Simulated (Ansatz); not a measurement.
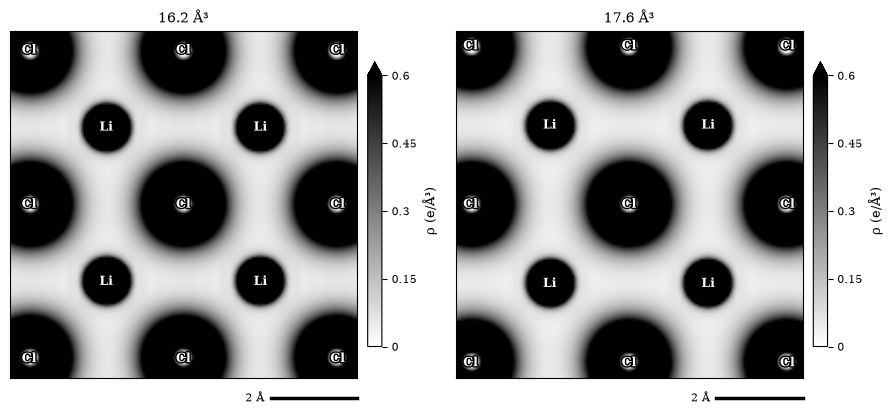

LiCl. The valence pseudo-density of cells scaled evenly to different volumes (given per atom above each panel), on the (011) plane of each (indices in the axes of the cell below), at one length scale and on one colour scale.

Level of theory: Kohn-Sham DFT of a periodic cell, PBE, Ansatz PAW in Ansatz.

The largest cell:

```xyz
2
Lattice="0.0000 2.5985 2.5985 2.5985 0.0000 2.5985 2.5985 2.5985 0.0000" Properties=species:S:1:pos:R:3 pbc="T T T"
Cl    2.5985    2.5985    2.5985
Li    0.0000    0.0000    0.0000
```

| volume (Å³/atom) | Li–Cl contact in the plane (Å) | ρ at its midpoint (e/Å³) | pressure (GPa) | gap on the mesh (eV) | 
| --- | --- | --- | --- | --- |
| 16.20 | 2.530 | 0.230 | 1.9 | 6.57 | 
| 16.87 | 2.565 | ? | ? | ? | 
| 17.55 | 2.599 | 0.202 | −0.8 | 6.11 | 

What values belong in the row with question marks?

Answer. Over the known rows ln ρ falls by 1.88 per Å of Li–Cl distance (the line through the two), which gives 0.215 e/Å³ at 2.565 Å; the calculation gives 0.216 e/Å³. For the pressure, a straight line in volume between the neighbouring rows gives 0.6 GPa; the calculation gives 0.4. For the gap on the mesh, a straight line in volume between the neighbouring rows gives 6.34 eV; the calculation gives 6.33.
